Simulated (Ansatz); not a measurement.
Given this structure, the geometry relaxed with DFT, PBE, plane waves (420 eV) with PAW, scalar-relativistic in Ansatz 0.2.0; the starting structure was generated, so it need not be a known form of this composition, written in its standard cell:

```
Ir
1.0
     4.37961    0.00000    0.00000
    -2.18980    3.79285    0.00000
     0.00000    0.00000    2.70451
Ir
3
Cartesian
  0.0000 0.0000 0.0000
  0.0000 2.5286 1.3523
  2.1898 1.2643 1.3523
```

**What does the kinematic electron diffraction pattern along [100] look like at 200 kV (B = 0.5 Å²)?**

The spots form a rectangular net whose two shortest vectors correspond to d = 3.79 Å and 2.70 Å, 90.0° apart. They are 0 1 0 (itself too weak to see) and 0 0 1. The pattern has symmetry 2mm. Reflections such as 0 1 0, 0 2 0, 0 1 -2 are allowed but too weak to see at this display level.

Strongest reflections with d > 0.86 Å, one of each family (|F|² from tabulated Gaussian fits of the electron scattering factors, times a small damping for the curvature of the Ewald sphere):

```csv
hkl,d (Å),I (strongest = 100)
0 1 1,2.202,100
0 0 2,1.352,86
0 3 0,1.264,74
0 2 1,1.553,52
0 0 1,2.705,34
0 3 2,0.924,31
```

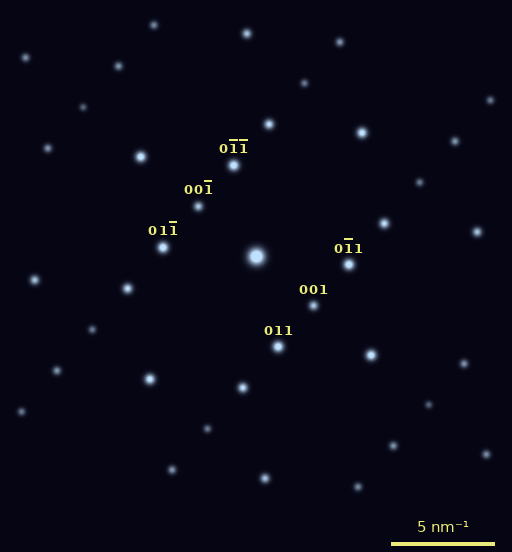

Calculated pattern, seen from the source side with [100] pointing towards the source.
